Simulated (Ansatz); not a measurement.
Input

```
crystal:
  lattice:
    - [-2.158799, 2.158799, 4.760484]
    - [2.158799, -2.158799, 4.760484]
    - [2.158799, 2.158799, -4.760484]
  atoms:
    - { symbol: Ga, position: [0.75, 0.25, 0.5] }
    - { symbol: Ga, position: [0.25, 0.75, 0.5] }
    - { symbol: Ga, position: [0.5, 0.5, 0.0] }
    - { symbol: Sb, position: [0.0, 0.0, 0.0] }
basis:
  ecutwfc: 420
kpoints:
  mp_grid: { grid: [14, 14, 14] }
hamiltonian:
  xc: pbesol
scf:
  occupations: { method: gaussian, width: 0.1 }
output:
  forces: true
  stress: true
  eigenvalues: true
  populations: true
  write_density: true
  write_potential: true
  elf: true
  volumetric_format: npy
```

Run with:

```sh
ansatz run input.yaml --threads 1 --pin off --max-ram 2560MiB --backend cpu --events-out ev --progress --plain --runs-dir out
```

Below, planes, directions and counts refer to the conventional cell (a = 4.32 Å, b = 4.32 Å, c = 9.52 Å, α = 90.00°, β = 90.00°, γ = 90.00°).

Space group I4/mmm; a structure from a database of computed crystals, not necessarily the ambient phase; computed pressure about −3 GPa in this cell.

All numbers below come from Ansatz, DFT PBEsol, scalar-relativistic, plane waves, PAW.

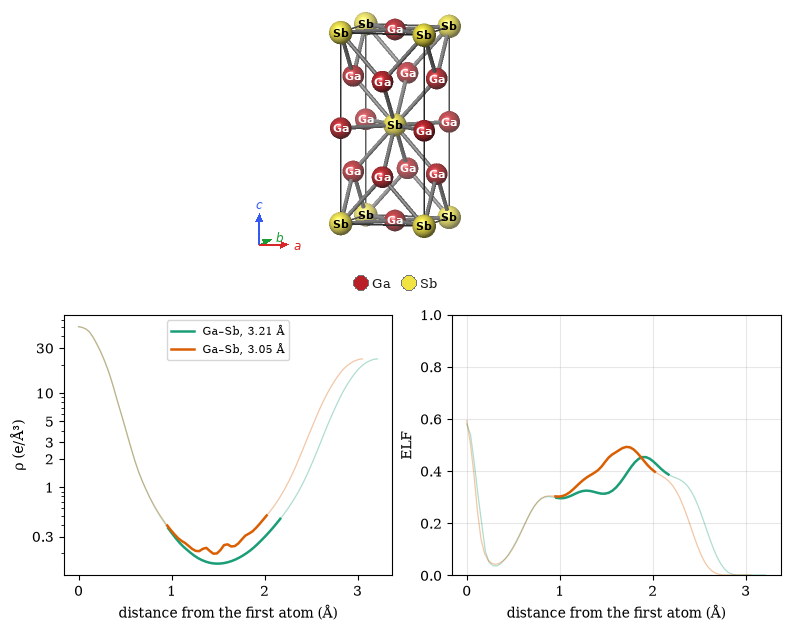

Ga3Sb. Valence charge density (pseudo) and electron localisation function along straight lines between neighbouring atoms. Thin, pale parts lie inside the atomic spheres. The structure is drawn too.

Core electrons are frozen (PAW), and the valence fields are smoothed inside the atomic spheres.

### What can be read from the curves?

Ga–Sb (3.21 Å): the density is about 0.16 e/Å³ at the midpoint; the ELF is about 0.35 at the midpoint.
Ga–Sb (3.05 Å): the density is about 0.22 e/Å³ at the midpoint; the ELF is about 0.45 at the midpoint.
